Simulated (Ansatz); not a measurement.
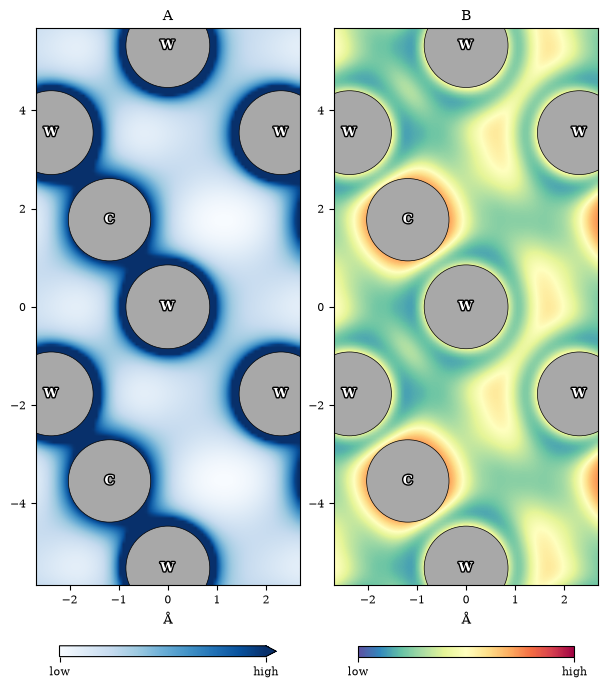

W2C: 2 fields on the (110) plane of the conventional cell, with unlabelled colour scales. Grey discs cover the atomic cores.

Space group P-3m1; a structure from a database of computed crystals, not necessarily the ambient phase; computed pressure about −15 GPa in this cell.

Level of theory: Ansatz 0.2.0, Kohn-Sham DFT of a periodic cell, LDA, Ansatz PAW.

Q: Match the panels to the quantities (electron localisation function and valence pseudo-density).

A: Panel A: valence pseudo-density. Panel B: electron localisation function. From the grid: W–C (2.13 Å): the density is about 0.74 e/Å³ at the midpoint; the ELF peaks at about 0.75 in the valence shell of C, 0.6 Å from its nucleus, and is about 0.30 at the midpoint. W–W (2.91 Å): ρ is about 0.33 e/Å³ halfway; the ELF is about 0.45 at the midpoint.
